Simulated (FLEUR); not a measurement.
System: W, space group Fm-3m (No. 225).

Starting cell:
```
CELL_PARAMETERS angstrom
0.00000 2.03000 2.03000
2.03000 0.00000 2.03000
2.03000 2.03000 0.00000
ATOMIC_POSITIONS crystal
W 0.00000 0.00000 0.00000
```

Calculation (FLEUR MaX-R8.1 (later development tree)): all-electron LAPW DFT, no spin polarisation; energies at scaled volumes of the given cell, shape and fractions fixed, counted from the fit's minimum, third-order Birch-Murnaghan fit. Level: SCAN.

- k mesh: 11×11×11
- occupations: Fermi–Dirac
- smearing width: 0.05 eV
- potentials: all electron
- program settings: basis FLAPW, kmax 4.1 1/bohr

Describe the result: the energy against volume. The volume takes the values 15.73, 16.06, 16.73, 17.40, 17.73 Å³/atom.

A third-order Birch–Murnaghan fit gives V0 = 15.88 Å³/atom, B0 = 325 GPa and B′ = 4.6. The energy rises from 1 meV/atom at volume 15.73 Å³/atom to 179 meV/atom at 17.73 Å³/atom.

| volume (Å³/atom) | energy (meV/atom) |
| --- | --- |
| 15.73 | 1 |
| 16.06 | 2 |
| 16.73 | 42 |
| 17.40 | 125 |
| 17.73 | 179 |

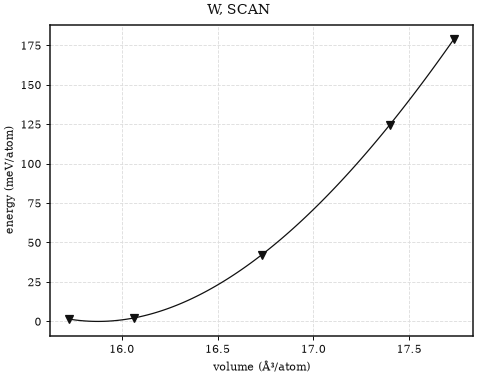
